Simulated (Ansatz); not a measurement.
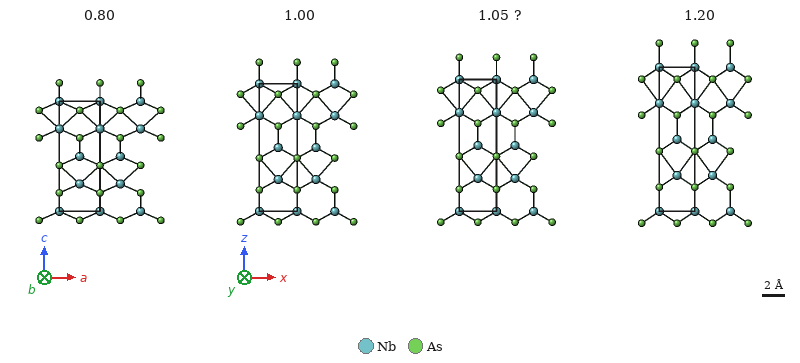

Solid NbAs (I4_1md): the ratio of the cell's length along z to its lengths across, counted as 1 for the reference, is changed at fixed volume (a c/a path), with the atoms kept at their fractional coordinates. x, y and z are the Cartesian axes of the input. Style: ball-and-stick. Shown: the conventional cell (2 times the calculation's cell), repeated 2 × 2 × 1 with one cell outlined, along the b axis. Lengths and directions refer to the drawn axes.

Method: DFT PBE, scalar-relativistic, plane waves, PAW in Ansatz. (plane-wave cutoff 420 eV; k-point mesh 22 × 22 × 22; occupations gaussian; smearing width 0.15 eV; no spin polarisation). Energies (free energies at the smearing named) are counted from the relaxed crystal.

| axial ratio over its reference value | ΔE (meV/atom) |
| --- | --- |
| 0.80 | 312 |
| 0.85 | 166 |
| 0.92 | 43 |
| 0.96 | 10 |
| 1.00 | 0 |
| 1.05 | ? |
| 1.10 | 54 |
| 1.20 | 193 |

Question: One row is withheld. What is its energy?

Answer: A straight line between the two neighbours gives 27 meV/atom. A cubic through the four nearest rows (0.96, 1.00, 1.10, 1.20) gives, with Lagrange weights, (−0.2790)(10) + (0.8437)(0) + (0.4821)(54) + (−0.0469)(193) = 14 meV/atom. The calculation gives 14 meV/atom, so the cubic is right to the digits shown and the straight line 13 meV/atom too high, as the curve bends upwards here.

The whole profile:

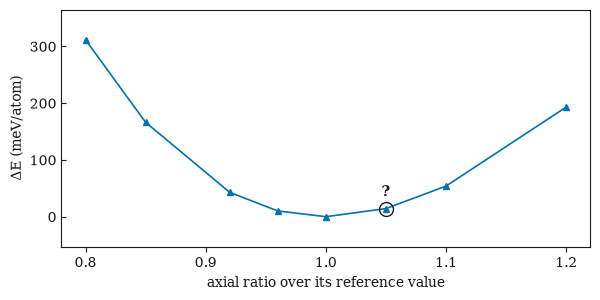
